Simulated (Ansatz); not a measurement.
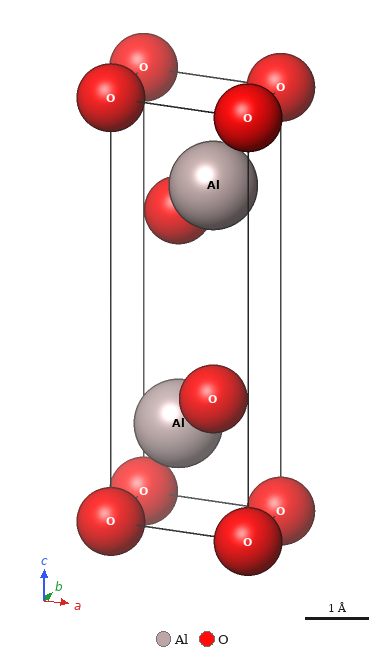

Crystal structure, spheres-only style, seen slightly off an axis. Lines trace the edges of the conventional unit cell.

Al2O3, space group P-3m1 (No. 164), a = 2.864 Å, b = 2.864 Å, c = 6.833 Å, α = 90.00°, β = 90.00°, γ = 120.00°. The cell started as a structure type filled with these elements by a generator (whether the compound takes this form wasn't checked). Earlier steps of the study, as a rule a relaxation of our own, may have changed the cell and positions, so they can lie some per cent off the listed ones. An electronic-structure calculation with Ansatz was run on it.

This one geometry was computed with Ansatz (DFT, plane waves, PAW) at six levels of theory: PBE, LDA, r2SCAN, dielectric-dependent PBE0 (fraction 1/eps_inf of PBE), LC-wPBE and HSE06. It was relaxed beforehand with r2SCAN.

### Which level gives the highest pressure at this volume, and what does that say about its equilibrium volume?

Highest: PBE (6.5 GPa), which points to the largest equilibrium volume. Lowest, with the smallest volume: LDA (-3.9 GPa). Levels within 0.5 GPa of each other can't be told apart.

### How does the band gap change with the level of theory?

LDA: a gap of 4.72 eV, indirect; PBE: a gap of 4.80 eV, indirect; r2SCAN: a gap of 5.65 eV, indirect; HSE06: a gap of 6.59 eV, indirect; dielectric-dependent PBE0 (fraction 1/eps_inf of PBE): a gap of 8.15 eV, indirect; LC-wPBE: a gap of 12.36 eV, indirect.

### Collect the results in a table.

| level | cutoff (eV) | k-mesh of the run's cell | gap (eV) | pressure (GPa) |
| --- | --- | --- | --- | --- |
| PBE | 420 | 12×12×4 | 4.80 | 6.5 |
| LDA | 420 | 12×12×4 | 4.72 | -3.9 |
| r2SCAN | 500 | 12×12×4 | 5.65 | 0.0 |
| dielectric-dependent PBE0 (fraction 1/eps_inf of PBE) | 420 | 6×6×2 | 8.15 | -2.7 |
| LC-wPBE | 420 | 6×6×2 | 12.36 | -1.3 |
| HSE06 | 420 | 6×6×2 | 6.59 | -0.6 |

Gaps are taken on the k-mesh or band path of each run.
